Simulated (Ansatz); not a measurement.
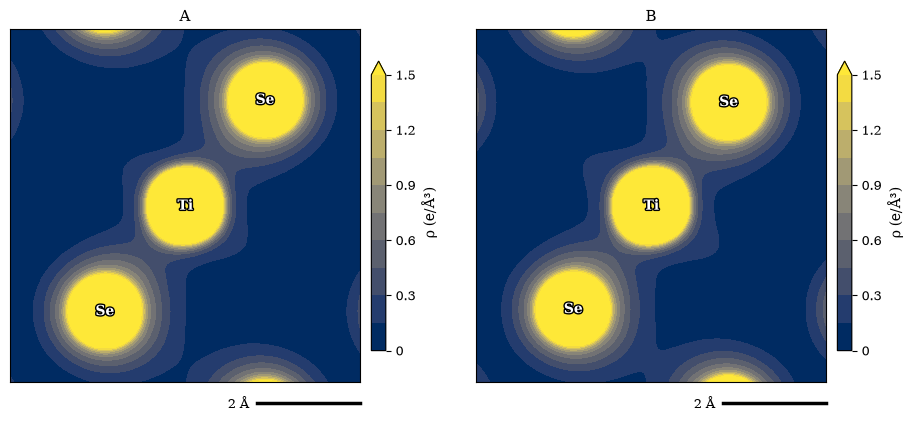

TiSe$_{2}$. The valence charge density (pseudo) of two cells that differ in size and shape, on the (110) plane of each (indices in the axes of the calculation cell), at one length scale and on one colour scale; one has 20.4 and the other 21.9 Å³ an atom.

The calculation used DFT, PBE, PAW with Ansatz's default frozen-core files, scalar-relativistic in Ansatz.

In a PAW calculation such maps are meaningful between the atoms, not at the nuclei.

The larger cell:

```yaml
crystal:
  lattice:
    - [3.53600, 0.00000, 0.00000]
    - [-1.76800, 3.06227, 0.00000]
    - [0.00000, 0.00000, 6.06404]
  atoms:
    - { symbol: Ti, position: [0.00000, 0.00000, 0.00000] }
    - { symbol: Se, position: [0.33333, 0.66667, 0.25520] }
    - { symbol: Se, position: [0.66667, 0.33333, 0.74480] }
```

The smaller cell: a = 3.464 Å, b = 3.464 Å, c = 5.881 Å, α = 90.00°, β = 90.00°, γ = 120.00°.

Which is the denser cell? Describe the effect of the change.

Panel B is the smaller cell, by 7 % in volume. From the larger cell to the smaller, Ti–Se goes from 2.56 to 2.50 Å, and the density at its midpoint from 0.42 to 0.46 e/Å³; the pressure goes from 0.7 to 7 GPa.
